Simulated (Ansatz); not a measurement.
# Calculations on Ti

Part 1: Relaxation

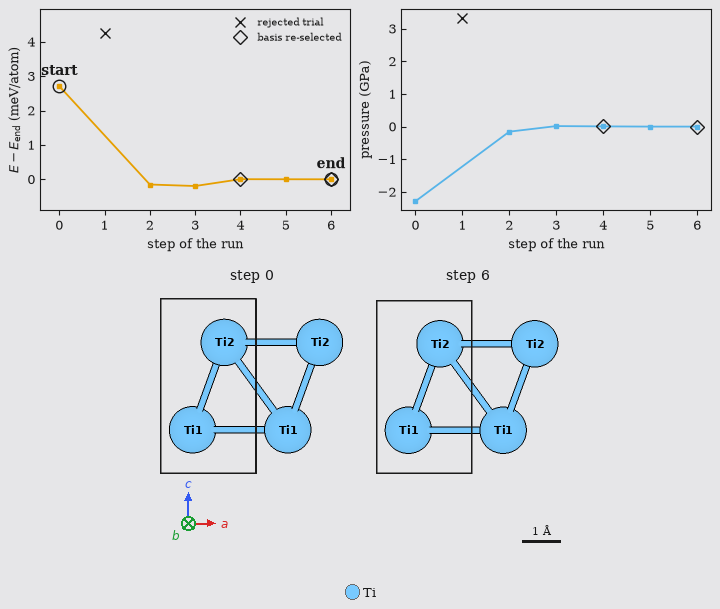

First and last geometry of a relaxation of crystalline Ti (set up in P6_3/mmc), with the history of the run. A ball-and-stick model of the cell of the calculation, repeated 2 × 1 × 1 with one cell outlined, seen along the b axis.

The calculation used Ansatz, DFT r2SCAN, scalar-relativistic, plane waves, PAW. Set-up: plane-wave cutoff 500 eV; k-point mesh 18 × 18 × 10; occupations gaussian; smearing width 0.1 eV; no spin polarisation; cell and atoms relaxed; force threshold 0.005 eV/Å; at most 80 steps.

> Read the history and describe the run.

It converged. The atoms keep their places relative to the cell (all moves are under 0.005 Å). The volume changes by −2.0 %, with a = b 2.950 → 2.936 Å (−0.5 %), c 4.686 → 4.636 Å (−1.1 %). Near-neighbour distances that change, for instance: Ti1–Ti2 2.897 → 2.872 Å, Ti1–Ti1 2.950 → 2.936 Å. The space group stays P6_3/mmc (No. 194). Over 3 accepted moves (6 points after the start) the energy falls by 2.7 meV per atom. All forces vanish by symmetry, so only the cell relaxes. Pressure: −2.29 GPa at the start and 0.00 GPa at the end. The line search rejected the trial step at point 1 of the run. At 2 points the geometry stayed and the basis and grid were re-selected for the new cell (energy shift of 0.2 meV per atom at most each time).

```json
{"step": "0", "E − E(0), meV/atom": "0.00", "pressure, GPa": "-2.29", "volume, Å³/atom": "17.658", "note": ""}
{"step": "1", "E − E(0), meV/atom": "1.54", "pressure, GPa": "3.33", "volume, Å³/atom": "16.843", "note": "rejected"}
{"step": "2", "E − E(0), meV/atom": "-2.86", "pressure, GPa": "-0.16", "volume, Å³/atom": "17.328", "note": ""}
{"step": "3", "E − E(0), meV/atom": "-2.91", "pressure, GPa": "0.02", "volume, Å³/atom": "17.302", "note": ""}
{"step": "4", "E − E(0), meV/atom": "-2.71", "pressure, GPa": "0.01", "volume, Å³/atom": "17.302", "note": "same geometry, new basis"}
{"step": "5", "E − E(0), meV/atom": "-2.71", "pressure, GPa": "0.00", "volume, Å³/atom": "17.303", "note": ""}
{"step": "6", "E − E(0), meV/atom": "-2.71", "pressure, GPa": "0.00", "volume, Å³/atom": "17.303", "note": "same geometry, new basis"}
```

Part 2: Relaxation

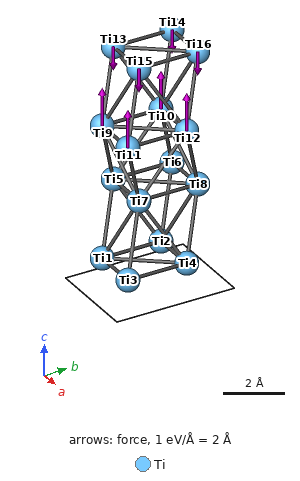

Starting geometry of a slab of composition Ti (cut from the P6_3/mmc phase) with the computed forces as purple arrows. The picture is a ball-and-stick view of the cell of the calculation, outlined in the plane, without the vacuum, seen from a free direction.

Case: clean slab, lower planes held. The slab is the (0 0 1) face of Ti. 8 atoms are held fixed.

Computed with Ansatz 0.2.0, DFT PBE+D3(BJ), scalar-relativistic, plane waves, PAW.

Input file:
```yaml
crystal:
  lattice:
    - [5.7729299511, 0.0, 0.0]
    - [-2.8864649755, 4.9995039919, 0.0]
    - [0.0, 0.0, 22.8611234731]
  atoms:
    - { symbol: Ti, position: [0.3333333333, 0.1666666667, 0.3499390574] }
    - { symbol: Ti, position: [0.3333333333, 0.6666666667, 0.3499390574] }
    - { symbol: Ti, position: [0.8333333333, 0.1666666667, 0.3499390574] }
    - { symbol: Ti, position: [0.8333333333, 0.6666666667, 0.3499390574] }
    - { symbol: Ti, position: [0.1666666667, 0.3333333333, 0.4499796858] }
    - { symbol: Ti, position: [0.1666666667, 0.8333333333, 0.4499796858] }
    - { symbol: Ti, position: [0.6666666667, 0.3333333333, 0.4499796858] }
    - { symbol: Ti, position: [0.6666666667, 0.8333333333, 0.4499796858] }
    - { symbol: Ti, position: [0.3333333333, 0.1666666667, 0.5500203142] }
    - { symbol: Ti, position: [0.3333333333, 0.6666666667, 0.5500203142] }
    - { symbol: Ti, position: [0.8333333333, 0.1666666667, 0.5500203142] }
    - { symbol: Ti, position: [0.8333333333, 0.6666666667, 0.5500203142] }
    - { symbol: Ti, position: [0.1666666667, 0.3333333333, 0.6500609426] }
    - { symbol: Ti, position: [0.1666666667, 0.8333333333, 0.6500609426] }
    - { symbol: Ti, position: [0.6666666667, 0.3333333333, 0.6500609426] }
    - { symbol: Ti, position: [0.6666666667, 0.8333333333, 0.6500609426] }
basis:
  ecutwfc: 420
kpoints:
  mp_grid: { grid: [4, 4, 1] }
hamiltonian:
  xc: pbe
  dispersion: d3bj
scf:
  occupations: { method: gaussian, width: 0.1 }
output:
  forces: true
  eigenvalues: true
  write_density: true
  write_potential: true
  elf: true
  volumetric_format: npy
relax:
  adjacent_minimum: "off"
  f_tol: 0.03
  max_steps: 70
  constraints: [{ sites: [0, 1, 2, 3, 4, 5, 6, 7] }]
efield:
  axis: 3
  dipole_correction: true
  ramp_width: 0.04
```

Run as
```bash
ansatz run input.yaml --threads 8 --pin off --max-ram 20480MiB --backend cpu --events-out ev --progress --plain --runs-dir out
```

What follows when this structure is relaxed?

Answer. It isn't relaxed: the largest force vector, on Ti atoms, is 0.66 eV/Å. The atoms end up moving mostly along the starting forces (cosine between the two patterns 0.97). After 3 geometry steps the energy has fallen by 0.142 eV per cell of the calculation. Largest force component: 0.66 eV/Å at the start, 0.0043 eV/Å at the end. The largest moves, 0.085 Å, are those of Ti9, Ti10, Ti11 and Ti12. Ti9 goes along the normal (+c). The cell doesn't change. Near-neighbour distances that change, for instance: Ti10–Ti13 2.830 → 2.740 Å, Ti5–Ti10 2.830 → 2.899 Å. The run took 31 s on 8 threads of Intel(R) Xeon(R) Processor @ 2.50GHz (Skylake/Cascade Lake) (shared host), peak memory 1.5 GiB.

Part 3: Series

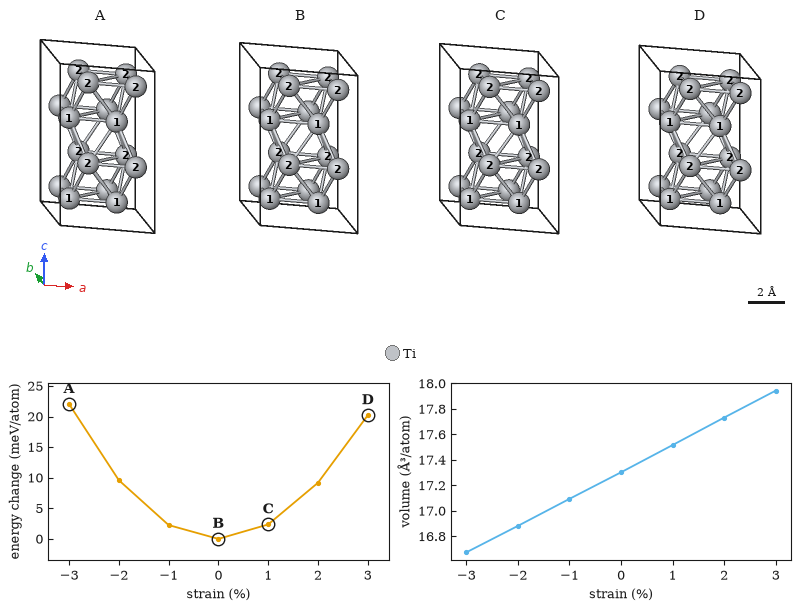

Members of a series of calculations on crystalline Ti (set up in P6_3/mmc), marked on the first curve. Style: ball-and-stick. Shown: the cell of the calculation, repeated to show the pattern, slightly off an axis.

Method: DFT r2SCAN, scalar-relativistic, plane waves, PAW in Ansatz 0.2.0. (plane-wave cutoff 500 eV; k-point mesh 24 × 24 × 12; occupations gaussian; smearing width 0.1 eV; no spin polarisation)

Which kind of strain is it, and how does the structure respond?

Biaxial strain in the a–b plane, c and atoms relaxed. A (strain −3.0 %): energy change 22.0 meV/atom, volume 16.67 Å³ per atom. B (strain 0.0 %): energy change 0.0 meV/atom, volume 17.30 Å³ per atom. C (strain 1.0 %): energy change 2.4 meV/atom, volume 17.52 Å³ per atom. D (strain 3.0 %): energy change 20.2 meV/atom, volume 17.94 Å³ per atom. The rest compares A with D. The drawn cell changes as follows: a = b 5.695 → 6.048 Å (+6.2 %), c 9.497 → 9.064 Å (−4.6 %); the volume changes by +7.6 %. Among the bonded contacts that change: Ti–Ti 2.848 → 3.024 Å, Ti–Ti 2.888 → 2.861 Å.
